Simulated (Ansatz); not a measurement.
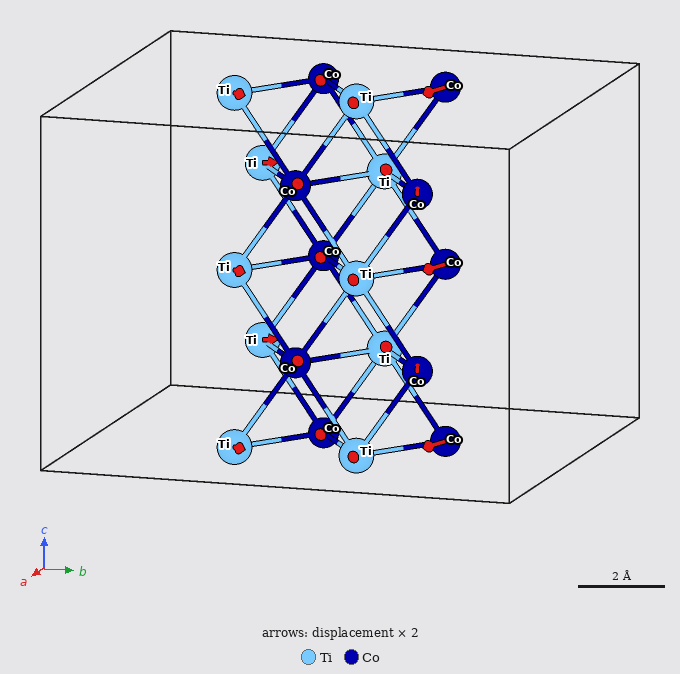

A relaxation of a wire of composition TiCo. The starting structure is drawn; red arrows show the displacements (the part carried along by the change of the cell is left out), magnified 2 times.

The picture is a ball-and-stick view of the 2 repeat of the cell, with the vacuum cut short, seen slightly off an axis.

Case: wire along [1 1 0], 8 atoms a period.

Computed with Ansatz, DFT PBE, scalar-relativistic, plane waves, PAW.

Input file:
```yaml
crystal:
  lattice:
    - [11.1, 0.0, 0.0]
    - [0.0, 13.8, 0.0]
    - [0.0, 0.0, 4.2222580374]
  atoms:
    - { symbol: Ti, position: [0.5950959017, 0.5540867263, 0.0] }
    - { symbol: Ti, position: [0.5950959017, 0.3377398212, 0.0] }
    - { symbol: Ti, position: [0.4049040983, 0.5540867263, 0.5] }
    - { symbol: Ti, position: [0.4049040983, 0.3377398212, 0.5] }
    - { symbol: Co, position: [0.4049040983, 0.6622601788, 0.0], spin: 1.09 }
    - { symbol: Co, position: [0.4049040983, 0.4459132737, 0.0], spin: 1.09 }
    - { symbol: Co, position: [0.5950959017, 0.6622601788, 0.5], spin: 1.09 }
    - { symbol: Co, position: [0.5950959017, 0.4459132737, 0.5], spin: 1.09 }
basis:
  ecutwfc: 420
kpoints:
  mp_grid: { grid: [1, 1, 13] }
hamiltonian:
  xc: pbe
scf:
  occupations: { method: gaussian, width: 0.05 }
output:
  forces: true
  stress: true
  eigenvalues: true
  populations: true
  write_density: true
  write_potential: true
  elf: true
  volumetric_format: npy
magnetization:
  spin_polarized: true
relax:
  adjacent_minimum: "off"
  f_tol: 0.02
  max_steps: 45
  cell: { fix: [a, b, alpha, beta, gamma], stress_tol: 0.03 }
```

Command:
```bash
ansatz run input.yaml --threads 4 --pin off --max-ram 11264MiB --backend cpu --events-out ev --progress --plain --runs-dir out
```

Atoms of which element are displaced furthest, and by how much?

Cobalt: up to 0.46 Å, against 0.21 Å for titanium.

Describe the change and its energy.

The largest moves relative to the layer's centre, 0.46 Å, are those of Co5 and Co7. Largest moves by element: Co 0.46 Å, Ti 0.21 Å. Along the periodic axis the drawn cell goes c 8.445 → 7.665 Å (−9.2 %). Among the contacts that change: Co5–Co7 2.986 → 2.276 Å, Co6–Co8 2.986 → 2.529 Å, Ti1–Co5 2.586 → 2.331 Å, Ti2–Co8 2.586 → 2.345 Å. New bonds form: Co5–Co7 (2.99 → 2.28 Å). Bond angles that change, for instance: Co7–Ti1–Co8 180.0° → 154.1°, Ti3–Co6–Ti4 180.0° → 161.2°, Co5–Ti1–Co7 70.5° → 56.8°. After 9 accepted moves (10 points after the start) the energy has fallen by 2.708 eV per cell of the calculation. The largest force component goes from 1.6 to 0.0042 eV/Å. The SCF was repeated once at an unchanged geometry on a basis and grid sized afresh for the cell, which shifted the energy by 4.7 meV per cell of the calculation at most.

Limits of the set-up: the k-point mesh is coarse for a cell with partly filled bands.
